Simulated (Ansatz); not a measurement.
System: Ta.

```
CELL_PARAMETERS angstrom
4.17559 -2.08780 -2.08780
0.00000 -2.08780 2.08780
-10.43898 -7.30728 -7.30728
ATOMIC_POSITIONS crystal
Ta 0.04167 0.50000 0.91667
Ta 0.54167 0.00000 0.91667
Ta 0.45833 0.00000 0.08333
Ta 0.95833 0.50000 0.08333
Ta 0.12500 0.00000 0.75000
Ta 0.62500 0.50000 0.75000
Ta 0.29167 0.00000 0.41667
Ta 0.79167 0.50000 0.41667
Ta 0.20833 0.50000 0.58333
Ta 0.70833 0.00000 0.58333
Ta 0.37500 0.50000 0.25000
Ta 0.87500 0.00000 0.25000
```

Space group C2/m; not relaxed (largest force 0.9 eV/Å).

Method: DFT PBEsol, scalar-relativistic, plane waves, PAW (Ansatz).

**What can the converged valence pseudo-density and electron localisation function tell about the bonding?**

Ta–Ta (2.95 Å): the density is about 0.28 e/Å³ at the midpoint; the ELF is about 0.30 at the midpoint.

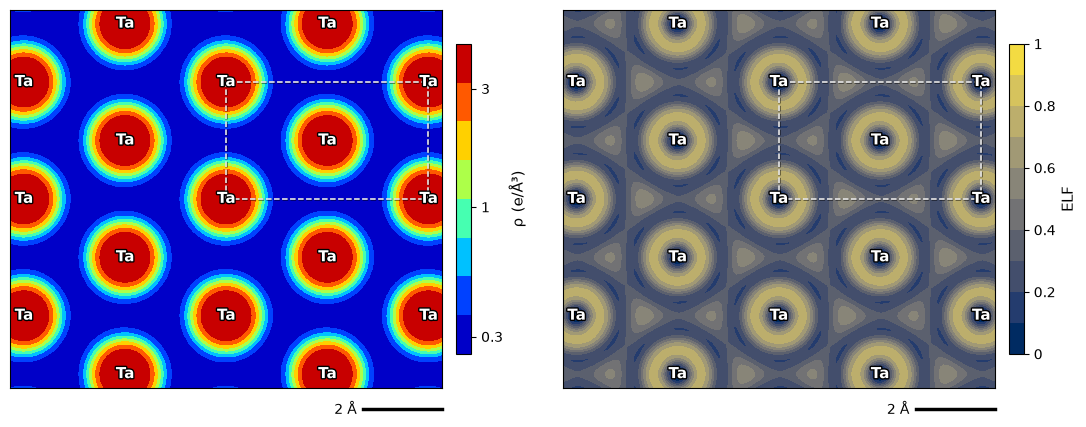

Computed valence pseudo-density and electron localisation function on the (001) plane of the conventional cell, in this order. 

Core electrons are frozen (PAW), and the valence fields are smoothed inside the atomic spheres.
